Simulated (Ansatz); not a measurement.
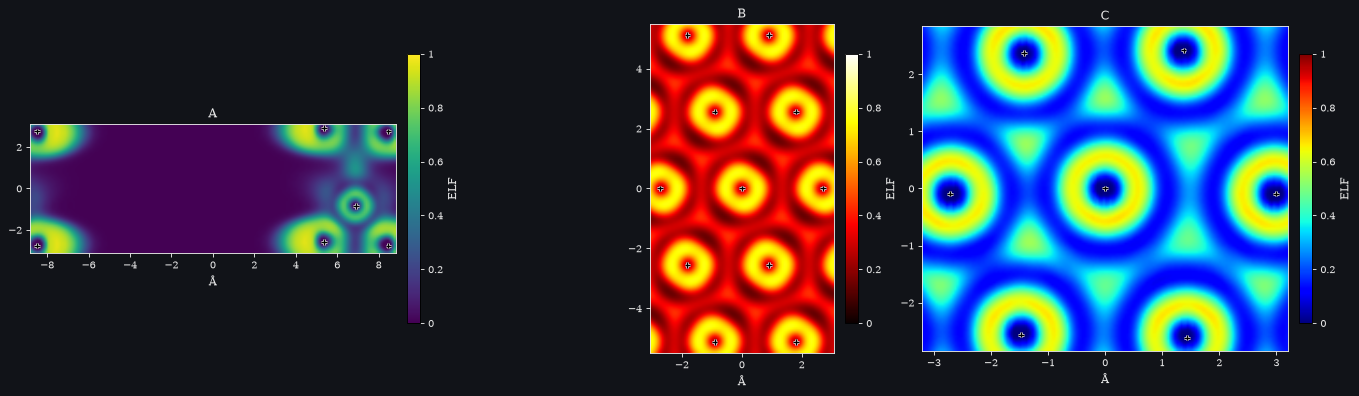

The ELF of 3 systems, each on a plane through atoms (crosses mark nuclei in the plane).

Level of theory: Ansatz, DFT PBEsol, scalar-relativistic, plane waves, PAW.

System 1: Mo, the (100) plane of the calculation cell. Space group Im-3m; computed pressure about −3 GPa in this cell; computed without spin polarisation.

```xyz
8
Lattice="-3.1420 -3.1420 3.1420 -3.1420 3.1420 -3.1420 3.1420 -3.1420 -3.1420" Properties=species:S:1:pos:R:3 pbc="T T T"
Mo   -1.5710   -1.5710   -1.5710
Mo    0.0000    0.0000   -3.1420
Mo    0.0000   -3.1420    0.0000
Mo    1.5710   -1.5710   -1.5710
Mo   -3.1420    0.0000    0.0000
Mo   -1.5710    1.5710   -1.5710
Mo   -1.5710   -1.5710    1.5710
Mo    0.0000    0.0000    0.0000
```

System 2: Ti, the (100) plane of the conventional cell. Space group P1; changed on purpose from its base cell (all atoms moved at random (sigma 0.06 A a component), cell strained at random (sigma 0.01)); not relaxed (largest force 0.8 eV/Å); computed without spin polarisation.

System 3: WS2, the (110) plane of the conventional cell. Space group P1; a structure from a database of computed crystals, not necessarily the ambient phase; not relaxed (largest force 1.2 eV/Å).

```xyz
3
Lattice="1.5918 -2.7570 0.0000 1.5918 2.7570 0.0000 0.0000 0.0000 16.9506" Properties=species:S:1:pos:R:3 pbc="T T T"
W     1.5918   -0.9190    0.0000
S     1.5122    0.8395   15.3911
S     1.6713    0.9986    1.5595
```

Q: Which map belongs to which system?

A: Panel A is system 3, WS2: the plane holds W and S. W–S (2.35 Å): the ELF peaks at about 0.85 in the valence shell of S, 0.8 Å from its nucleus, and is about 0.50 at the midpoint. Panel B is system 1, Mo: the plane holds Mo. Mo–Mo (2.72 Å): the ELF is about 0.30 at the midpoint; no shared electron pair shows on this line. Panel C is system 2, Ti: the plane holds Ti. Ti–Ti (2.71 Å): the ELF is about 0.20 at the midpoint (no localised pair shows between them).
